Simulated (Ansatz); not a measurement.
# Geometry relaxation of Al16As16H (charge −1) (part 3 of 3)

Continued. System: Al16As16H (defect cell, 33 atoms in the cell, total charge −1). Method: DFT PBE, scalar-relativistic, plane waves, PAW, no spin polarisation (Ansatz 0.2.0); cutoff 420 eV, 3×3×3 k-mesh, Gaussian smearing of 0.01 eV. The structure derives from a Materials Project entry. It belongs to a series of runs on one base structure; here: H interstitial, charge -1, atoms relaxed at the host's cell.

Trajectory as extended XYZ (Å, eV, eV/Å), 3 of the 4 frames kept, from step=1 to step=4
```
33
Lattice="-5.7279 5.7279 -5.7279 -5.7279 -5.7279 5.7279 5.7279 5.7279 5.7279" Properties=species:S:1:pos:R:3:forces:R:3 step=1 energy=-86321.52188
Al   -5.7232    2.8771    2.8771    0.0032  -0.1250  -0.1250
Al   -0.0132    5.7326   -0.0132    0.1250   0.0032   0.1250
Al   -2.8508    2.8593    5.7147   -0.1250  -0.0032   0.1250
Al    0.0424    2.8216    2.8216    0.4389  -0.4389  -0.4389
Al    2.8771    5.7326    2.8771   -0.1250   0.0032  -0.1250
Al   -5.7411   -2.8508    2.8593    0.1250  -0.1250  -0.0032
Al   -0.0132   -0.0132    5.7326    0.1250   0.1250   0.0032
Al    2.8771    2.8771    5.7326   -0.1250  -0.1250   0.0032
Al    0.0424    0.0424    0.0424    0.4389   0.4389   0.4389
Al   -2.9063   -2.9063    5.7703   -0.4389  -0.4389   0.4389
Al   -2.8508    5.7147    2.8593   -0.1250   0.1250  -0.0032
Al   -5.7411    2.8593   -2.8508    0.1250  -0.0032  -0.1250
Al   -2.9063    5.7703   -2.9063   -0.4389   0.4389  -0.4389
Al   -5.7232   -0.0132   -0.0132    0.0032   0.1250   0.1250
Al   -2.8686    2.8771   -0.0132   -0.0032  -0.1250   0.1250
Al   -2.8686   -0.0132    2.8771   -0.0032   0.1250  -0.1250
As    4.3174    4.3174    4.3174   -0.0115  -0.0115  -0.0115
As   -1.4320    7.1599    1.4320    0.0000   0.0000   0.0000
As   -4.2959    4.2645   -4.2959    0.0000  -0.2522   0.0000
As   -1.4106    4.2745    4.2745   -0.0115   0.0115   0.0115
As   -4.2959    1.4320   -1.4320    0.0000   0.0000   0.0000
As   -1.4534    4.3174   -1.4534    0.0115  -0.0115   0.0115
As   -1.4320    1.4320    7.1599    0.0000   0.0000   0.0000
As   -4.2959   -1.4320    1.4320    0.0000   0.0000   0.0000
As   -1.4634    1.4320    1.4320   -0.2522   0.0000   0.0000
As    1.4320    4.3274    1.4320    0.0000   0.2522   0.0000
As   -4.2959   -4.2959    4.2645    0.0000   0.0000  -0.2522
As   -1.4534   -1.4534    4.3174    0.0115   0.0115  -0.0115
As    1.4320    1.4320    4.3274    0.0000   0.0000   0.2522
As   -7.1284    1.4320    1.4320    0.2522   0.0000   0.0000
As   -4.2959    4.2959    1.4320    0.0000   0.0000   0.0000
As   -4.2959    1.4320    4.2959    0.0000   0.0000   0.0000
H     1.4320    1.4320    1.4320    0.0000   0.0000   0.0000
33
Lattice="-5.7279 5.7279 -5.7279 -5.7279 -5.7279 5.7279 5.7279 5.7279 5.7279" Properties=species:S:1:pos:R:3:forces:R:3 step=3 energy=-86321.81908
Al   -5.7212    2.8950    2.8950   -0.0193   0.0315   0.0315
Al   -0.0310    5.7346   -0.0310   -0.0315  -0.0193  -0.0315
Al   -2.8329    2.8573    5.6969    0.0315   0.0193  -0.0315
Al    0.1462    2.7178    2.7178    0.0194  -0.0194  -0.0194
Al    2.8950    5.7346    2.8950    0.0315  -0.0193   0.0315
Al   -5.7590   -2.8329    2.8573   -0.0315   0.0315   0.0193
Al   -0.0310   -0.0310    5.7346   -0.0315  -0.0315  -0.0193
Al    2.8950    2.8950    5.7346    0.0315   0.0315  -0.0193
Al    0.1462    0.1462    0.1462    0.0194   0.0194   0.0194
Al   -3.0101   -3.0101    5.8741   -0.0194  -0.0194   0.0194
Al   -2.8329    5.6969    2.8573    0.0315  -0.0315   0.0193
Al   -5.7590    2.8573   -2.8329   -0.0315   0.0193   0.0315
Al   -3.0101    5.8741   -3.0101   -0.0194   0.0194  -0.0194
Al   -5.7212   -0.0310   -0.0310   -0.0193  -0.0315  -0.0315
Al   -2.8707    2.8950   -0.0310    0.0193   0.0315  -0.0315
Al   -2.8707   -0.0310    2.8950    0.0193  -0.0315   0.0315
As    4.3670    4.3670    4.3670   -0.0410  -0.0410  -0.0410
As   -1.4320    7.1599    1.4320    0.0000   0.0000   0.0000
As   -4.2959    4.2076   -4.2959    0.0000   0.0425   0.0000
As   -1.3609    4.2249    4.2249   -0.0410   0.0410   0.0410
As   -4.2959    1.4320   -1.4320    0.0000   0.0000   0.0000
As   -1.5030    4.3670   -1.5030    0.0410  -0.0410   0.0410
As   -1.4320    1.4320    7.1599    0.0000   0.0000   0.0000
As   -4.2959   -1.4320    1.4320    0.0000   0.0000   0.0000
As   -1.5203    1.4320    1.4320    0.0425   0.0000   0.0000
As    1.4320    4.3843    1.4320    0.0000  -0.0425   0.0000
As   -4.2959   -4.2959    4.2076    0.0000   0.0000   0.0425
As   -1.5030   -1.5030    4.3670    0.0410   0.0410  -0.0410
As    1.4320    1.4320    4.3843    0.0000   0.0000  -0.0425
As   -7.0716    1.4320    1.4320   -0.0425   0.0000   0.0000
As   -4.2959    4.2959    1.4320    0.0000   0.0000   0.0000
As   -4.2959    1.4320    4.2959    0.0000   0.0000   0.0000
H     1.4320    1.4320    1.4320    0.0000   0.0000   0.0000
33
Lattice="-5.7279 5.7279 -5.7279 -5.7279 -5.7279 5.7279 5.7279 5.7279 5.7279" Properties=species:S:1:pos:R:3:forces:R:3 step=4 energy=-86321.82143
Al   -5.7240    2.8970    2.8970    0.0029  -0.0013  -0.0013
Al   -0.0330    5.7318   -0.0330    0.0013   0.0029   0.0013
Al   -2.8309    2.8600    5.6949   -0.0013  -0.0029   0.0013
Al    0.1490    2.7150    2.7150    0.0013  -0.0013  -0.0013
Al    2.8970    5.7318    2.8970   -0.0013   0.0029  -0.0013
Al   -5.7609   -2.8309    2.8600    0.0013  -0.0013  -0.0029
Al   -0.0330   -0.0330    5.7318    0.0013   0.0013   0.0029
Al    2.8970    2.8970    5.7318   -0.0013  -0.0013   0.0029
Al    0.1490    0.1490    0.1490    0.0013   0.0013   0.0013
Al   -3.0129   -3.0129    5.8769   -0.0013  -0.0013   0.0013
Al   -2.8309    5.6949    2.8600   -0.0013   0.0013  -0.0029
Al   -5.7609    2.8600   -2.8309    0.0013  -0.0029  -0.0013
Al   -3.0129    5.8769   -3.0129   -0.0013   0.0013  -0.0013
Al   -5.7240   -0.0330   -0.0330    0.0029   0.0013   0.0013
Al   -2.8679    2.8970   -0.0330   -0.0029  -0.0013   0.0013
Al   -2.8679   -0.0330    2.8970   -0.0029   0.0013  -0.0013
As    4.3643    4.3643    4.3643    0.0004   0.0004   0.0004
As   -1.4320    7.1599    1.4320    0.0000   0.0000   0.0000
As   -4.2959    4.2107   -4.2959    0.0000  -0.0034   0.0000
As   -1.3636    4.2276    4.2276    0.0004  -0.0004  -0.0004
As   -4.2959    1.4320   -1.4320    0.0000   0.0000   0.0000
As   -1.5003    4.3643   -1.5003   -0.0004   0.0004  -0.0004
As   -1.4320    1.4320    7.1599    0.0000   0.0000   0.0000
As   -4.2959   -1.4320    1.4320    0.0000   0.0000   0.0000
As   -1.5173    1.4320    1.4320   -0.0034   0.0000   0.0000
As    1.4320    4.3812    1.4320    0.0000   0.0034   0.0000
As   -4.2959   -4.2959    4.2107    0.0000   0.0000  -0.0034
As   -1.5003   -1.5003    4.3643   -0.0004  -0.0004   0.0004
As    1.4320    1.4320    4.3812    0.0000   0.0000   0.0034
As   -7.0746    1.4320    1.4320    0.0034   0.0000   0.0000
As   -4.2959    4.2959    1.4320    0.0000   0.0000   0.0000
As   -4.2959    1.4320    4.2959    0.0000   0.0000   0.0000
H     1.4320    1.4320    1.4320    0.0000   0.0000   0.0000
```

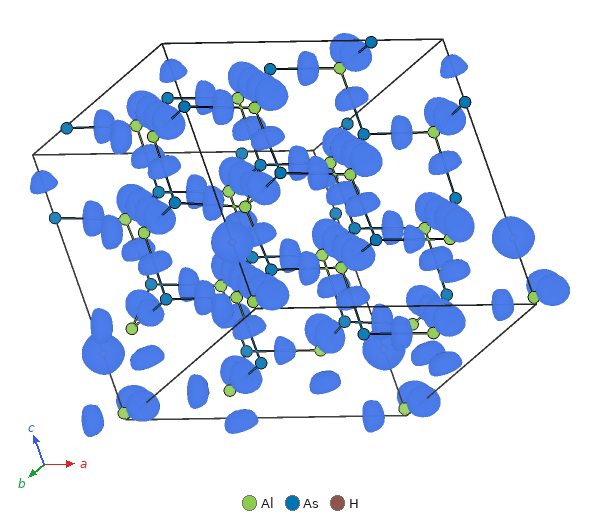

Isosurface of the electron localisation function at 0.8 (blue), seen at an oblique angle. Core shells and regions of very low density are left out. Sticks mark near contacts. The outline is the calculation cell. In a PAW calculation such maps are meaningful between the atoms, not at the nuclei.

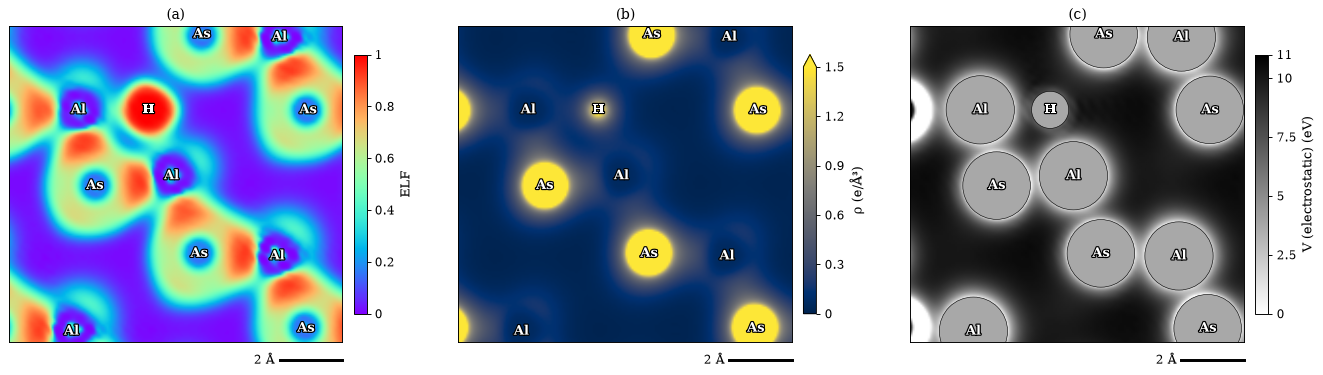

(a) electron localisation function; (b) valence pseudo-density; (c) electrostatic potential energy of an electron on the (100) plane of the calculation cell. Grey discs, where drawn, cover atomic cores. Atoms in the plane: Al, As and H. Al–As (2.49 Å): ρ is about 0.46 e/Å³ halfway; the ELF peaks at about 0.90 between the atoms, which marks a covalent bond. Away from the nuclei the density in this plane falls to 0.02 e/Å³ at its lowest. Outside the cores the potential energy rises away from the atoms and is highest about 2.3 Å from the nearest atoms; outside the discs it spans about 11 eV, and its zero is arbitrary.

This output came from the following input.

Input
```yaml
crystal:
  lattice:
    - [-5.7279123196, 5.7279123196, -5.7279123196]
    - [-5.7279123196, -5.7279123196, 5.7279123196]
    - [5.7279123196, 5.7279123196, 5.7279123196]
  atoms:
    - { symbol: Al, position: [0.7507400955, 0.7507400955, 0.5022980406] }
    - { symbol: Al, position: [0.5015579451, 0.0, 0.4992599045] }
    - { symbol: Al, position: [0.4984420549, 0.7477019594, 0.7484420549] }
    - { symbol: Al, position: [0.242600773, 0.242600773, 0.492600773] }
    - { symbol: Al, position: [0.2492599045, 0.0, 0.7515579451] }
    - { symbol: Al, position: [0.2522980406, 0.7507400955, 0.0007400955] }
    - { symbol: Al, position: [0.0, 0.5015579451, 0.4992599045] }
    - { symbol: Al, position: [0.0, 0.2492599045, 0.7515579451] }
    - { symbol: Al, position: [0.0, 0.0, 0.007399227] }
    - { symbol: Al, position: [0.0, 0.757399227, 0.25] }
    - { symbol: Al, position: [0.7477019594, 0.4984420549, 0.7484420549] }
    - { symbol: Al, position: [0.7507400955, 0.2522980406, 0.0007400955] }
    - { symbol: Al, position: [0.757399227, 0.0, 0.25] }
    - { symbol: Al, position: [0.4984420549, 0.4984420549, -0.0022980406] }
    - { symbol: Al, position: [0.5015579451, 0.2492599045, 0.25] }
    - { symbol: Al, position: [0.2492599045, 0.5015579451, 0.25] }
    - { symbol: As, position: [0.0, 0.0, 0.7537404076] }
    - { symbol: As, position: [0.75, 0.25, 0.75] }
    - { symbol: As, position: [0.7472541017, 0.0, -0.0027458983] }
    - { symbol: As, position: [0.4962595924, 0.4962595924, 0.7462595924] }
    - { symbol: As, position: [0.5, 0.25, 0.0] }
    - { symbol: As, position: [0.5037404076, 0.0, 0.25] }
    - { symbol: As, position: [0.25, 0.75, 0.75] }
    - { symbol: As, position: [0.25, 0.5, 0.0] }
    - { symbol: As, position: [0.2527458983, 0.2527458983, 0.25] }
    - { symbol: As, position: [0.2527458983, 0.0, 0.5027458983] }
    - { symbol: As, position: [0.0, 0.7472541017, -0.0027458983] }
    - { symbol: As, position: [0.0, 0.5037404076, 0.25] }
    - { symbol: As, position: [0.0, 0.2527458983, 0.5027458983] }
    - { symbol: As, position: [0.7472541017, 0.7472541017, 0.25] }
    - { symbol: As, position: [0.75, 0.5, 0.5] }
    - { symbol: As, position: [0.5, 0.75, 0.5] }
    - { symbol: H, position: [0.0, 0.0, 0.25] }
  host:
    lattice:
      - [0.0, 2.8639561598, 2.8639561598]
      - [2.8639561598, 0.0, 2.8639561598]
      - [2.8639561598, 2.8639561598, 0.0]
    atoms:
      - { symbol: Al, position: [0.0, 0.0, 0.0] }
      - { symbol: As, position: [0.75, 0.75, 0.75] }
total_charge: -1
basis:
  ecutwfc: 420
  xc_grid: 2
kpoints:
  mp_grid: { grid: [3, 3, 3], shift: [0.0, 0.0, 0.0] }
hamiltonian:
  xc: pbe
scf:
  occupations: { method: gaussian, width: 0.01 }
output:
  forces: true
  stress: false
  eigenvalues: true
  charged_corrections:
    defect_position: [0.0, 0.0, 0.25]
    epsilon: [[11.5641, 0.0, 0.0], [0.0, 11.5641, 0.0], [0.0, 0.0, 11.5641]]
  write_density: true
  write_potential: true
  elf: true
  volumetric_format: npy
relax:
  adjacent_minimum: "off"
  f_tol: 0.025
  max_steps: 45
```

Launch command:
```bash
ansatz run input.yaml --threads 4 --pin off --max-ram 10240MiB --backend cpu --events-out ev --progress --plain --runs-dir out
```

Key numbers

```json
{"quantity": "outcome", "value": "converged"}
{"quantity": "electrons treated", "value": "290"}
{"quantity": "free energy", "value": "−86321.8214 eV"}
{"quantity": "Fermi energy", "value": "6.775 eV"}
{"quantity": "gap on the k-point mesh", "value": "1.50 eV"}
{"quantity": "final volume", "value": "751.71 Å³"}
{"quantity": "largest force (length of the vector) at the end", "value": "0.003 eV/Å"}
{"quantity": "hardware", "value": "4 threads of Arm Neoverse V2, 24 GiB of memory available, shared host"}
{"quantity": "wall time", "value": "1.7 min (CPU time 6.1 min)"}
{"quantity": "peak memory", "value": "2.4 GiB"}
```

Remarks

The cell is charged and computed with a neutralising background, so its energy and pressure depend on the cell and aren't those of a real crystal.
